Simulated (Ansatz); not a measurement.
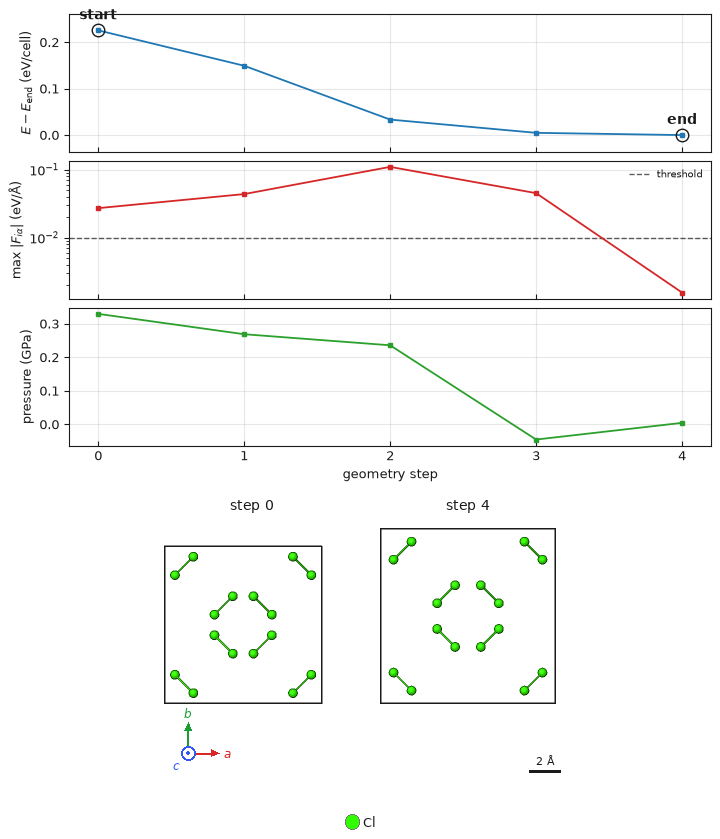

First and last geometry of a relaxation of solid Cl (built on the database_138 type), with the history of the run. The picture is a ball-and-stick view of the cell of the calculation, seen along the c axis.

Case: structure reported for this formula (P4_2/ncm, No. 138).

All numbers below come from DFT PBE, scalar-relativistic, plane waves, PAW in Ansatz. Settings: plane-wave cutoff 420 eV; k-point mesh 4 × 4 × 4; occupations gaussian; smearing width 0.02 eV; no spin polarisation; cell and atoms relaxed; force threshold 0.01 eV/Å; at most 80 steps.

Question: Did the run converge, and what did it change?

Answer: The run was cut off at its time limit before the program reported convergence, but its last step already meets the force threshold: the largest component is 0.0016 eV/Å against 0.01 eV/Å. The pressure is within 0.01 GPa of its target. The largest moves relative to the cell, 0.12 Å, are those of Cl atoms. The drawn cell changes as follows: a = b 10.467 → 11.644 Å (+11.2 %), c 7.117 → 7.433 Å (+4.4 %); the volume changes by +29.2 %. The space group stays P4_2/ncm (No. 138). After 4 geometry steps the energy has fallen by 0.226 eV per cell of the calculation. The largest force component goes from 0.027 to 0.0016 eV/Å. The pressure goes from 0.33 to 0.00 GPa.

```csv
step,"E − E(0), meV/atom","largest force component, eV/Å","pressure, GPa","volume, Å³/atom"
0,0.00,0.0272,0.33,48.737
1,-4.77,0.0439,0.27,51.886
2,-12.02,0.1104,0.24,58.497
3,-13.81,0.0453,-0.05,62.156
4,-14.11,0.0016,0.00,62.989
```
